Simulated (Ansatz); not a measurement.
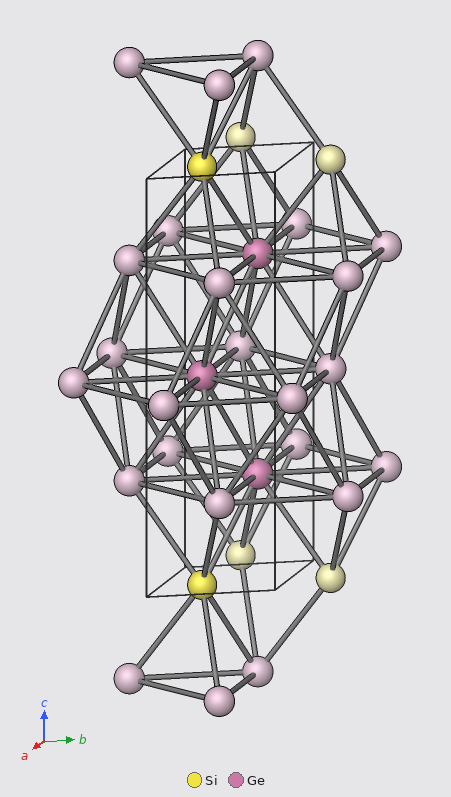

The crystal in a ball-and-stick representation, seen slightly off an axis. The frame is the conventional unit cell; atoms at its boundary are shown with their periodic copies. Outside the box, the atoms bonded to those within are drawn, in fainter colours.

SiGe$_{3}$, space group P-6m2 (No. 187), a = 2.96 Å, b = 2.96 Å, c = 9.64 Å, α = 90.00°, β = 90.00°, γ = 120.00°.

Setup: DFT PBE, scalar-relativistic, plane waves, PAW in Ansatz 0.2.0; a cutoff energy of 420 eV, k-point mesh 18×18×6, Gaussian smearing of 0.1 eV, no spin polarisation.

> Is it conducting or gapped at this level?

A metal: bands cross the Fermi level.

> How far is the cell from zero pressure?

The computed pressure is 0.0 GPa, close to zero.

Provenance: a structure type filled with these elements by a generator (whether the compound takes this form wasn't checked). Earlier steps of the study, as a rule a relaxation of our own, may have changed the cell and positions, so they can lie some per cent off the listed ones. It went into a calculation with Ansatz.
